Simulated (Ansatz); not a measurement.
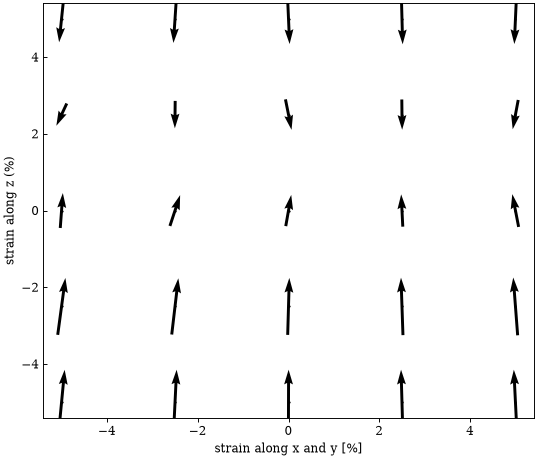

H (P4/mmm, No. 123; 1 atom in the cell). The cell is strained homogeneously, by one strain along x and y and another along z, with fractional coordinates fixed (x along [1 0 0], z along [0 0 1] of the conventional cell). First axis: strain along x and y. Second axis: strain along z. Grid: 5 × 5 points. Points are written as (first, second). The reference cell is the one listed in the database, not relaxed at this level. The calculation used DFT LDA, scalar-relativistic, plane waves, PAW (Ansatz). Settings: cutoff 420 eV, k-mesh 10×10×26 in the order of the run's cell vectors, gaussian smearing 0.05 eV, no spin polarisation.

In the figure: dots at the grid points, arrows along the force (downhill), their lengths compressed.

> The arrows alone are given. Where is the energy lowest?

The arrows converge at about (2.3 %, 1.3 %) (read from the interpolated surface).

The energy map of the same scan:

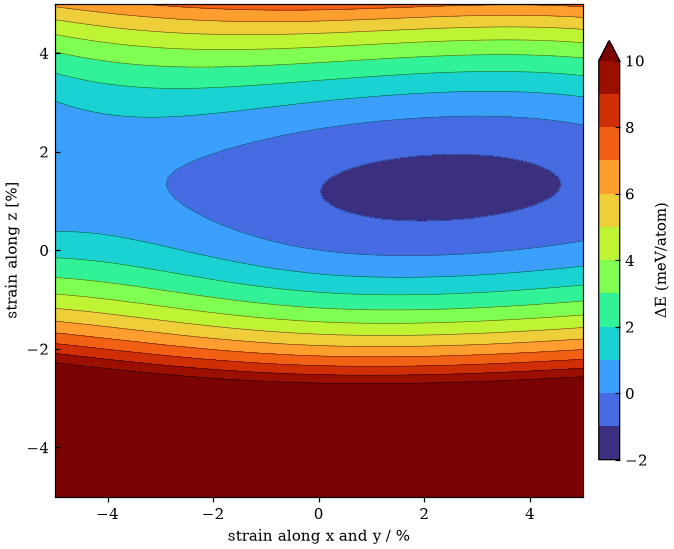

Energies are in meV/atom, from the unstrained cell; between grid points the surface is interpolated.
